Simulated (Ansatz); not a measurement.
# Run report: Mg$_{4}$H$_{2}$O$_{5}$, geometry relaxation (part 3 of 3)

Continued. System: Mg$_{4}$H$_{2}$O$_{5}$ (slab, 11 atoms in the cell). Method: DFT PBE, scalar-relativistic, plane waves, PAW, no spin polarisation (Ansatz 0.2.0); cutoff 420 eV, 9×9×1 k-mesh, Gaussian smearing of 0.05 eV. The structure derives from an entry of the Crystallography Open Database. The input holds or restrains some coordinates.

Geometry of the input (Å; fractional positions):
```
3.0078  0.0000  0.0000
0.0000  3.0078  0.0000
0.0000  0.0000  25.7606
Mg 0.5000  0.5000  0.3300
O  0.0000  0.0000  0.3300
Mg 0.0000  0.0000  0.4125
O  0.5000  0.5000  0.4125
Mg 0.5000  0.5000  0.4953
O  0.0000  0.0000  0.4949
Mg 0.0000  0.0000  0.5767
O  0.5000  0.5000  0.5786
O  0.0000  0.5000  0.6454
H  0.1883  0.7253  0.6602
H  -0.2881  0.5567  0.6602
```

Trajectory as extended XYZ, continued
```
11
Lattice="3.0078 0.0000 0.0000 0.0000 3.0078 0.0000 0.0000 0.0000 25.7606" Properties=species:S:1:pos:R:3:forces:R:3 step=11 energy=-10575.16870
Mg    1.5039    1.5039    8.5000    0.0001  -0.0010   0.4371
O     0.0000    0.0000    8.5000    0.0002  -0.0015  -0.4376
Mg    0.0000    0.0000   10.6269    0.0041  -0.0276   0.0090
O     1.5039    1.5039   10.6269    0.0049  -0.0346   0.0336
Mg    1.5069    1.4857   12.7631   -0.0034  -0.0015   0.0026
O     0.0025   -0.0181   12.7581   -0.0030  -0.0022   0.0007
Mg    0.0092   -0.0363   14.8765   -0.0163   0.0003   0.0126
O     1.5043    1.4675   14.9110   -0.0044  -0.0018  -0.0163
O    -0.4230    1.7384   17.6411   -0.0203   0.4942   0.1587
H    -0.4884    2.6102   18.1033    0.0217  -0.4171  -0.2612
H    -1.2223    1.7036   17.0673    0.0172  -0.0088   0.0604
11
Lattice="3.0078 0.0000 0.0000 0.0000 3.0078 0.0000 0.0000 0.0000 25.7606" Properties=species:S:1:pos:R:3:forces:R:3 step=12 energy=-10575.18099
Mg    1.5039    1.5039    8.5000   -0.0004  -0.0012   0.4372
O     0.0000    0.0000    8.5000   -0.0006  -0.0018  -0.4377
Mg    0.0000    0.0000   10.6269   -0.0099  -0.0324   0.0230
O     1.5039    1.5039   10.6269   -0.0127  -0.0407   0.0477
Mg    1.4976    1.4824   12.7672   -0.0042  -0.0008   0.0042
O    -0.0067   -0.0214   12.7624   -0.0035  -0.0003  -0.0029
Mg   -0.0090   -0.0415   14.8849   -0.0116  -0.0127   0.0230
O     1.4859    1.4622   14.9188    0.0039  -0.0240  -0.0124
O    -0.4255    1.9252   17.6053   -0.3938   0.6189   0.1604
H    -0.5760    2.7835   18.0827    0.1457  -0.5924  -0.3645
H    -1.2579    1.7882   17.0830    0.2883   0.0851   0.1226
11
Lattice="3.0078 0.0000 0.0000 0.0000 3.0078 0.0000 0.0000 0.0000 25.7606" Properties=species:S:1:pos:R:3:forces:R:3 step=13 energy=-10575.20437
Mg    1.5039    1.5039    8.5000   -0.0007  -0.0015   0.4370
O     0.0000    0.0000    8.5000   -0.0011  -0.0023  -0.4376
Mg    0.0000    0.0000   10.6269   -0.0188  -0.0421   0.0268
O     1.5039    1.5039   10.6269   -0.0238  -0.0528   0.0528
Mg    1.4917    1.4760   12.7686   -0.0018   0.0000  -0.0028
O    -0.0127   -0.0279   12.7639    0.0001   0.0003   0.0007
Mg   -0.0195   -0.0545   14.8887    0.0050   0.0144   0.0230
O     1.4761    1.4484   14.9196    0.0132   0.0176   0.0267
O    -0.4271    2.1101   17.5584   -0.4587   0.4885  -0.0314
H    -0.5946    2.9546   18.0439    0.1515  -0.3881  -0.2868
H    -1.2572    1.9700   17.0287    0.3352  -0.0357   0.1919
11
Lattice="3.0078 0.0000 0.0000 0.0000 3.0078 0.0000 0.0000 0.0000 25.7606" Properties=species:S:1:pos:R:3:forces:R:3 step=14 energy=-10575.23249
Mg    1.5039    1.5039    8.5000   -0.0006  -0.0013   0.4370
O     0.0000    0.0000    8.5000   -0.0009  -0.0020  -0.4376
Mg    0.0000    0.0000   10.6269   -0.0161  -0.0367   0.0421
O     1.5039    1.5039   10.6269   -0.0203  -0.0460   0.0687
Mg    1.4933    1.4794   12.7732    0.0013   0.0022   0.0025
O    -0.0109   -0.0245   12.7686    0.0029   0.0033   0.0015
Mg   -0.0145   -0.0459   14.8988    0.0035   0.0045   0.0246
O     1.4820    1.4569   14.9301   -0.0178  -0.0124  -0.0072
O    -0.4109    2.2543   17.4687   -0.2986   0.1266  -0.1474
H    -0.6069    3.0998   17.9194    0.1046  -0.0431   0.0042
H    -1.2504    2.0351   16.9876    0.2421   0.0030   0.0129
11
Lattice="3.0078 0.0000 0.0000 0.0000 3.0078 0.0000 0.0000 0.0000 25.7606" Properties=species:S:1:pos:R:3:forces:R:3 step=15 energy=-10575.25749
Mg    1.5039    1.5039    8.5000   -0.0006  -0.0011   0.4369
O     0.0000    0.0000    8.5000   -0.0009  -0.0018  -0.4377
Mg    0.0000    0.0000   10.6269   -0.0165  -0.0321   0.0469
O     1.5039    1.5039   10.6269   -0.0207  -0.0401   0.0734
Mg    1.4929    1.4824   12.7745    0.0029   0.0044  -0.0043
O    -0.0110   -0.0214   12.7702    0.0005   0.0032   0.0028
Mg   -0.0148   -0.0394   14.9027    0.0326   0.0293  -0.0204
O     1.4804    1.4616   14.9301   -0.0101   0.0088   0.0039
O    -0.3726    2.3938   17.3345   -0.1331   0.0127  -0.0698
H    -0.5902    3.2126   17.8133    0.0710   0.1426   0.0418
H    -1.2128    2.1455   16.8728    0.0747  -0.1272  -0.0731
11
Lattice="3.0078 0.0000 0.0000 0.0000 3.0078 0.0000 0.0000 0.0000 25.7606" Properties=species:S:1:pos:R:3:forces:R:3 step=16 energy=-10575.27402
Mg    1.5039    1.5039    8.5000   -0.0002  -0.0007   0.4370
O     0.0000    0.0000    8.5000   -0.0004  -0.0011  -0.4375
Mg    0.0000    0.0000   10.6269   -0.0069  -0.0198   0.0253
O     1.5039    1.5039   10.6269   -0.0086  -0.0247   0.0466
Mg    1.4992    1.4906   12.7666    0.0051   0.0059  -0.0039
O    -0.0045   -0.0130   12.7629   -0.0014   0.0017  -0.0058
Mg   -0.0002   -0.0225   14.8877    0.0480   0.0485  -0.0288
O     1.4913    1.4756   14.9133   -0.0099   0.0276   0.0237
O    -0.3476    2.5147   17.2136   -0.1417   0.0269  -0.0276
H    -0.6157    3.3361   17.6651    0.0686   0.0137   0.0161
H    -1.1664    2.1919   16.7512    0.0473  -0.0782  -0.0449
11
Lattice="3.0078 0.0000 0.0000 0.0000 3.0078 0.0000 0.0000 0.0000 25.7606" Properties=species:S:1:pos:R:3:forces:R:3 step=17 energy=-10575.27865
Mg    1.5039    1.5039    8.5000    0.0000  -0.0001   0.4371
O     0.0000    0.0000    8.5000    0.0000  -0.0001  -0.4376
Mg    0.0000    0.0000   10.6269    0.0001  -0.0017   0.0178
O     1.5039    1.5039   10.6269    0.0003  -0.0018   0.0412
Mg    1.5040    1.5025   12.7651    0.0024   0.0056  -0.0348
O     0.0004   -0.0006   12.7605   -0.0089  -0.0064   0.0135
Mg    0.0092    0.0008   14.8862    0.0282   0.0152  -0.0761
O     1.4956    1.4964   14.9039   -0.0120  -0.0198   0.0596
O    -0.3583    2.4849   17.1746   -0.0752   0.0707  -0.0243
H    -0.6374    3.3065   17.6177    0.0325   0.0088   0.0659
H    -1.1628    2.1532   16.6895    0.0326  -0.0703  -0.0622
11
Lattice="3.0078 0.0000 0.0000 0.0000 3.0078 0.0000 0.0000 0.0000 25.7606" Properties=species:S:1:pos:R:3:forces:R:3 step=18 energy=-10575.28384
Mg    1.5039    1.5039    8.5000    0.0003   0.0005   0.4373
O     0.0000    0.0000    8.5000    0.0004   0.0008  -0.4374
Mg    0.0000    0.0000   10.6269    0.0082   0.0147  -0.0208
O     1.5039    1.5039   10.6269    0.0100   0.0187  -0.0106
Mg    1.5095    1.5133   12.7511    0.0006   0.0034   0.0089
O     0.0052    0.0100   12.7487   -0.0082  -0.0113   0.0025
Mg    0.0229    0.0241   14.8646   -0.0037  -0.0127   0.0330
O     1.5023    1.5123   14.8840   -0.0148  -0.0294   0.0023
O    -0.3740    2.4962   17.1089   -0.1152   0.1593   0.0541
H    -0.7217    3.2866   17.5672    0.0577  -0.1795  -0.0538
H    -1.1405    2.1046   16.5945    0.0647   0.0355  -0.0154
11
Lattice="3.0078 0.0000 0.0000 0.0000 3.0078 0.0000 0.0000 0.0000 25.7606" Properties=species:S:1:pos:R:3:forces:R:3 step=19 energy=-10575.28677
Mg    1.5039    1.5039    8.5000    0.0002   0.0004   0.4372
O     0.0000    0.0000    8.5000    0.0003   0.0006  -0.4375
Mg    0.0000    0.0000   10.6269    0.0054   0.0102  -0.0083
O     1.5039    1.5039   10.6269    0.0063   0.0126   0.0030
Mg    1.5080    1.5108   12.7547    0.0002   0.0011  -0.0098
O     0.0030    0.0066   12.7523   -0.0018  -0.0060   0.0019
Mg    0.0223    0.0214   14.8717   -0.0054  -0.0086   0.0118
O     1.4983    1.5046   14.8861   -0.0023  -0.0034   0.0111
O    -0.3887    2.4893   17.0933   -0.0766   0.1249   0.0502
H    -0.7792    3.2484   17.5678    0.0449  -0.1602  -0.0854
H    -1.1280    2.0728   16.5536    0.0289   0.0287   0.0257
11
Lattice="3.0078 0.0000 0.0000 0.0000 3.0078 0.0000 0.0000 0.0000 25.7606" Properties=species:S:1:pos:R:3:forces:R:3 step=20 energy=-10575.28680
Mg    1.5039    1.5039    8.5000    0.0001   0.0002   0.4372
O     0.0000    0.0000    8.5000    0.0002   0.0003  -0.4374
Mg    0.0000    0.0000   10.6269    0.0034   0.0056  -0.0138
O     1.5039    1.5039   10.6269    0.0034   0.0063  -0.0103
Mg    1.5068    1.5081   12.7512   -0.0006  -0.0023   0.0217
O     0.0013    0.0030   12.7505    0.0026  -0.0012  -0.0042
Mg    0.0214    0.0181   14.8702   -0.0090  -0.0114   0.0384
O     1.4951    1.4973   14.8842   -0.0045  -0.0116  -0.0406
O    -0.4058    2.4861   17.0660    0.1664  -0.2644  -0.1771
H    -0.8468    3.2036   17.5383   -0.1776   0.1952   0.1627
H    -1.1117    2.0219   16.5143    0.0171   0.0852   0.0243
11
Lattice="3.0078 0.0000 0.0000 0.0000 3.0078 0.0000 0.0000 0.0000 25.7606" Properties=species:S:1:pos:R:3:forces:R:3 step=21 energy=-10575.28859
Mg    1.5039    1.5039    8.5000    0.0000   0.0000   0.4371
O     0.0000    0.0000    8.5000    0.0000   0.0000  -0.4375
Mg    0.0000    0.0000   10.6269    0.0004   0.0003  -0.0055
O     1.5039    1.5039   10.6269   -0.0003  -0.0005   0.0002
Mg    1.5049    1.5048   12.7539   -0.0011  -0.0023   0.0068
O    -0.0006   -0.0007   12.7529    0.0025   0.0029   0.0011
Mg    0.0173    0.0122   14.8759   -0.0030  -0.0006  -0.0003
O     1.4911    1.4913   14.8863   -0.0001  -0.0025  -0.0179
O    -0.4112    2.4711   17.0702    0.0676   0.0364   0.0551
H    -0.8621    3.1798   17.5599   -0.0139  -0.0332  -0.0284
H    -1.1138    2.0144   16.5124   -0.0506   0.0030  -0.0107
11
Lattice="3.0078 0.0000 0.0000 0.0000 3.0078 0.0000 0.0000 0.0000 25.7606" Properties=species:S:1:pos:R:3:forces:R:3 step=22 energy=-10575.28844 accepted=F
Mg    1.5039    1.5039    8.5000    0.0000   0.0000   0.4371
O     0.0000    0.0000    8.5000    0.0001   0.0000  -0.4374
Mg    0.0000    0.0000   10.6269    0.0017   0.0011  -0.0007
O     1.5039    1.5039   10.6269    0.0014   0.0009   0.0027
Mg    1.5056    1.5050   12.7546   -0.0002   0.0010   0.0119
O     0.0004    0.0003   12.7543    0.0000  -0.0014  -0.0171
Mg    0.0180    0.0133   14.8752   -0.0025  -0.0056   0.0373
O     1.4930    1.4924   14.8875   -0.0091   0.0005  -0.0357
O    -0.4149    2.4690   17.0827   -0.0314   0.0372  -0.0291
H    -0.8822    3.1781   17.5565    0.0260  -0.0061   0.0232
H    -1.1141    2.0173   16.5152    0.0141  -0.0277   0.0078
11
Lattice="3.0078 0.0000 0.0000 0.0000 3.0078 0.0000 0.0000 0.0000 25.7606" Properties=species:S:1:pos:R:3:forces:R:3 step=23 energy=-10575.28859
Mg    1.5039    1.5039    8.5000    0.0000   0.0000   0.4372
O     0.0000    0.0000    8.5000    0.0000   0.0000  -0.4374
Mg    0.0000    0.0000   10.6269    0.0004   0.0003  -0.0055
O     1.5039    1.5039   10.6269   -0.0003  -0.0004   0.0000
Mg    1.5049    1.5048   12.7539   -0.0011  -0.0023   0.0070
O    -0.0006   -0.0007   12.7529    0.0023   0.0025   0.0013
Mg    0.0173    0.0122   14.8759   -0.0029  -0.0006   0.0002
O     1.4911    1.4913   14.8863   -0.0005  -0.0030  -0.0183
O    -0.4112    2.4711   17.0702    0.0682   0.0335   0.0534
H    -0.8621    3.1798   17.5599   -0.0154  -0.0329  -0.0273
H    -1.1138    2.0144   16.5124   -0.0509   0.0030  -0.0105
11
Lattice="3.0078 0.0000 0.0000 0.0000 3.0078 0.0000 0.0000 0.0000 25.7606" Properties=species:S:1:pos:R:3:forces:R:3 step=24 energy=-10575.28845 accepted=F
Mg    1.5039    1.5039    8.5000    0.0000   0.0000   0.4371
O     0.0000    0.0000    8.5000    0.0000   0.0000  -0.4374
Mg    0.0000    0.0000   10.6269    0.0013   0.0004  -0.0006
O     1.5039    1.5039   10.6269    0.0009   0.0001   0.0027
Mg    1.5053    1.5046   12.7546   -0.0003   0.0008   0.0123
O     0.0001   -0.0002   12.7543   -0.0001  -0.0013  -0.0178
Mg    0.0174    0.0124   14.8752   -0.0022  -0.0056   0.0387
O     1.4925    1.4915   14.8875   -0.0086   0.0003  -0.0370
O    -0.4159    2.4667   17.0826   -0.0283   0.0394  -0.0276
H    -0.8835    3.1750   17.5571    0.0253  -0.0080   0.0206
H    -1.1144    2.0148   16.5143    0.0120  -0.0262   0.0090
11
Lattice="3.0078 0.0000 0.0000 0.0000 3.0078 0.0000 0.0000 0.0000 25.7606" Properties=species:S:1:pos:R:3:forces:R:3 step=25 energy=-10575.28887
Mg    1.5039    1.5039    8.5000    0.0000   0.0000   0.4371
O     0.0000    0.0000    8.5000    0.0000   0.0000  -0.4374
Mg    0.0000    0.0000   10.6269    0.0003   0.0005  -0.0052
O     1.5039    1.5039   10.6269   -0.0003   0.0001   0.0017
Mg    1.5047    1.5048   12.7543   -0.0002  -0.0001  -0.0042
O    -0.0005   -0.0003   12.7531    0.0001   0.0002   0.0022
Mg    0.0165    0.0126   14.8757   -0.0007  -0.0013  -0.0032
O     1.4909    1.4917   14.8848    0.0018   0.0023   0.0092
O    -0.4096    2.4716   17.0756   -0.0034  -0.0032  -0.0068
H    -0.8709    3.1746   17.5631   -0.0034  -0.0010  -0.0008
H    -1.1120    2.0141   16.5158    0.0056   0.0025   0.0075
```

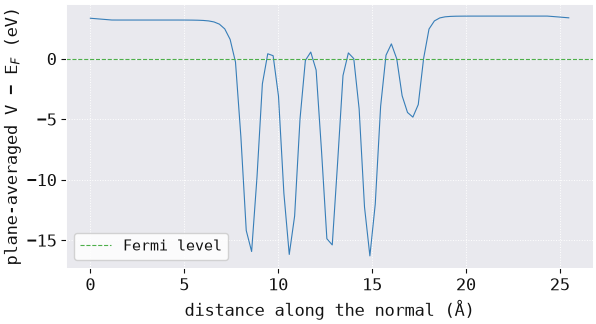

Figure 1. Plane average of the electrostatic potential energy of an electron across the cell, from the Fermi level. The vacuum level lies 3.52 eV above the Fermi level on the upper side and 3.19 eV on the lower.

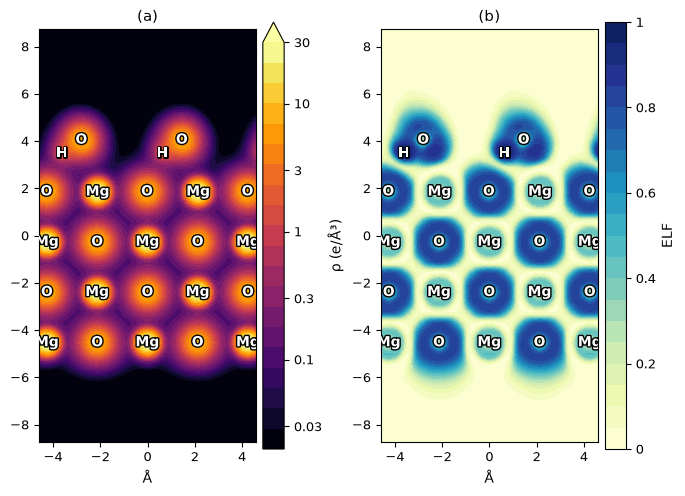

Figure 2. (a) valence charge density (pseudo); (b) electron localisation function on the (11̄0) plane of the calculation cell, a cut from vacuum to vacuum. Atoms in the plane: Mg, O and H. Mg–O (2.09 Å): the density is about 0.35 e/Å³ at the midpoint; the ELF is about 0.35 at the midpoint. Mg–O (2.13 Å): ρ at the midpoint is about 0.32 e/Å³; the ELF is about 0.35 at the midpoint (a largely ionic contact). Mg–O (2.31 Å): ρ is about 0.21 e/Å³ halfway; the ELF is about 0.30 at the midpoint (two separate closed shells). The density dies away to nearly zero in the vacuum. Core electrons are frozen (PAW), so the fields are smoothed inside the atomic spheres.

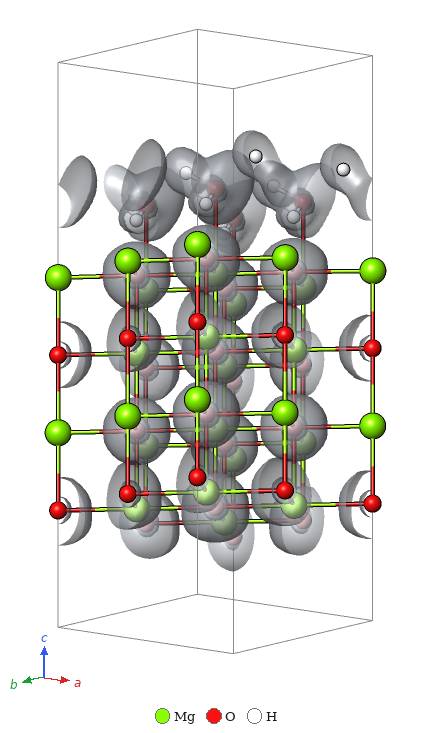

Figure 3. Isosurface of the ELF at 0.7 (grey), seen at an oblique angle. Core shells and regions of very low density are left out. Sticks mark near contacts. Counts are for one cell; the picture repeats the cell along the surface. Along the contacts the grid gives the following. O–H (0.97 Å): the ELF climbs to about 1 towards the hydrogen, as it does in any bond to H; a covalent bond by its length. Mg–O (2.09 Å): the ELF is about 0.35 at the midpoint.

Results in brief

```csv
quantity,value
outcome,converged under the restraints of the input
electrons treated,72
free energy,−10575.2889 eV
"work function, top face",3.52 eV
"work function, bottom face",3.19 eV
Fermi energy,1.387 eV
gap on the k-point mesh,3.37 eV
final volume,233.06 Å³
work function (upper face),3.52 eV
"largest force (length of the vector) at the end, held atoms and coordinates included",0.437 eV/Å
wall time,6.3 min (CPU time 21 min)
peak memory,0.78 GiB
```

Notes

Warnings of the run: the exchange-correlation potential is rough where the density is thin.
